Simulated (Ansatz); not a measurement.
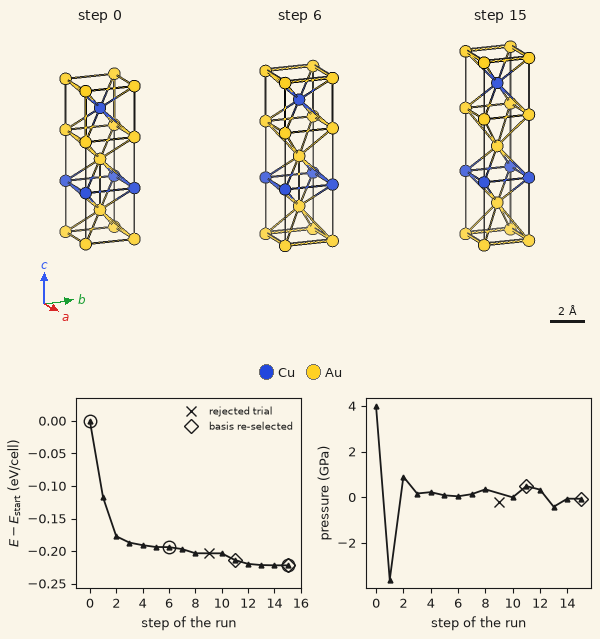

Frames of a relaxation of solid CuAu2 (set up in I4/mmm), marked on the history of the run. Style: ball-and-stick. Shown: the conventional cell (2 times the calculation's cell), slightly off an axis. Lengths and directions refer to the drawn axes.

Case: 1 of 3 Au sites taken by Cu, cell and atoms relaxed.

Level of theory: Ansatz, DFT PBE, scalar-relativistic, plane waves, PAW. (plane-wave cutoff 420 eV; k-point mesh 14 × 14 × 14; occupations gaussian; smearing width 0.1 eV; no spin polarisation; cell and atoms relaxed; force threshold 0.015 eV/Å; at most 60 steps)

Question: What happens along the run?

Answer: The largest moves relative to the cell, 0.13 Å, are those of Au atoms. Cu stays in place. The drawn cell changes as follows: a = b 3.163 → 2.912 Å (−7.9 %), c 9.488 → 11.325 Å (+19.4 %); the volume changes by +1.2 %. Among the contacts that change: Au–Au 3.163 → 3.511 Å, Au–Au 3.163 → 2.912 Å, Cu–Cu 3.163 → 2.912 Å, Au–Au 2.739 → 2.978 Å. The space group stays I4/mmm (No. 139). The energy falls by 0.222 eV per cell of the calculation in 12 accepted moves (15 points after the start). Largest force component: 1.5 eV/Å at the start, 0.00038 eV/Å at the end. The pressure goes from 3.98 to −0.07 GPa. The line search rejected the trial step at point 9 of the run. At 2 points the geometry stayed and the basis and grid were re-selected for the new cell (energy shift of 10.3 meV per cell of the calculation at most each time). The run took 5.9 min on 1 thread of AMD EPYC 7R43 64-Core Processor (Zen 3), on a shared host, peak memory 0.64 GiB. From step 0 to 6: Au atoms move most (0.13 Å), volume +1.0 %, energy −0.194 eV per cell of the calculation. From step 6 to 15: volume +0.2 %, energy −28.0 meV per cell of the calculation.
